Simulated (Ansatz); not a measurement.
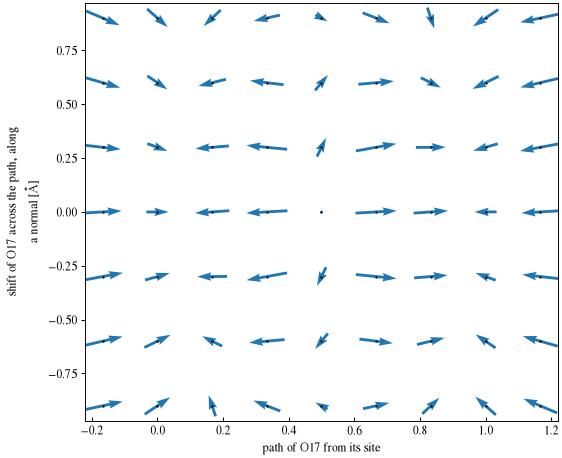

LiNbO₃ (R-3 phase) with one O vacancy (19 atoms in the cell, cell charge +2). 
- An atom moved over a plane that holds its own site and a neighbouring vacancy (x along [1 0 0], y along [0 1 1], z along [0 −2 1] of the conventional cell).
- Coordinates scanned: (1) path of O17 from its site (0) to the vacancy (1), 2.591 Å; (2) shift of O17 across the path, along a normal.
- Nothing is relaxed (all other atoms held at the sites of the perfect crystal).
- Grid: 9 × 7 points; 32 points were computed and 31 follow by symmetry.
- Points are written as (first, second).
- The cell is charged on a uniform background, without a charge correction.
- Computed with Ansatz 0.2.0, DFT PBEsol, scalar-relativistic, plane waves, PAW. Settings: cutoff 420 eV, k-mesh 4×4×4, gaussian smearing 0.05 eV, no spin polarisation.

The picture shows dots at the grid points, arrows along the force (downhill), their lengths compressed.

Q: The arrows alone are given. Where are the wells?

A: The arrows converge at about (0.057, −0.1 Å); about (0.94, 0.1 Å) (read from the interpolated surface).

The energy map of the same scan:

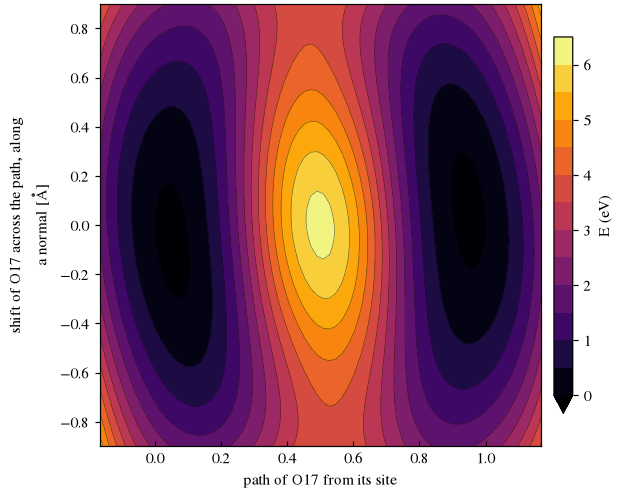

Energies are in eV, from the lowest grid point; between grid points the surface is interpolated.

PAW datasets: the set soft_1.
